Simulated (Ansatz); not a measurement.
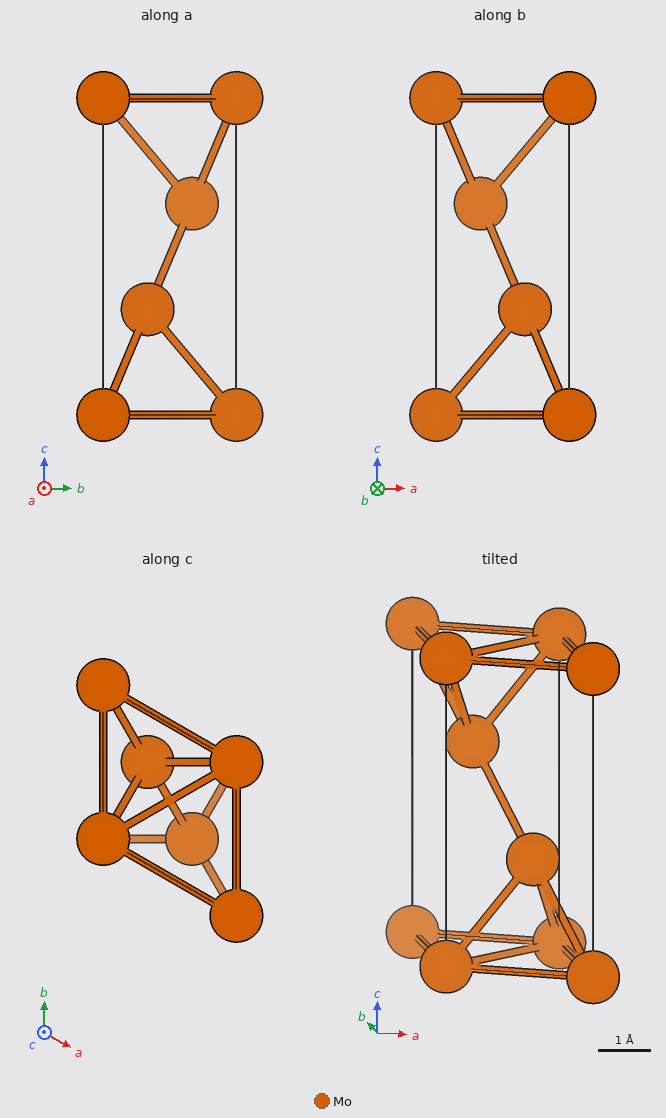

Structure drawing (ball-and-stick), viewed along the a axis, along the b axis, along the c axis and slightly off an axis. The conventional unit cell is outlined; an atom on or near a face, edge or corner is repeated at each equivalent position.

Lattice parameters: a = 2.9995 Å, b = 2.9995 Å, c = 6.1811 Å, α = 90.000°, β = 90.000°, γ = 120.000°.

Question: Convert the drawing into a CIF in P1 with every atom of the cell.

Answer:
```cif
data_structure
_symmetry_space_group_name_H-M 'P 1'
_symmetry_Int_Tables_number 1
_cell_length_a 2.9995
_cell_length_b 2.9995
_cell_length_c 6.1811
_cell_angle_alpha 90.000
_cell_angle_beta 90.000
_cell_angle_gamma 120.000
_cell_volume 48.16
loop_
_atom_site_label
_atom_site_type_symbol
_atom_site_fract_x
_atom_site_fract_y
_atom_site_fract_z
_atom_site_occupancy
Mo1 Mo 0.3333 0.6667 0.6667 1
Mo2 Mo 0.0000 0.0000 0.0000 1
Mo3 Mo 0.6667 0.3333 0.3333 1
```

It goes back to a structure type filled with this element by a generator (whether the element takes this form wasn't checked). It is drawn as it came out of a relaxation with Ansatz 0.2.0, DFT r2SCAN, scalar-relativistic, plane waves, PAW.
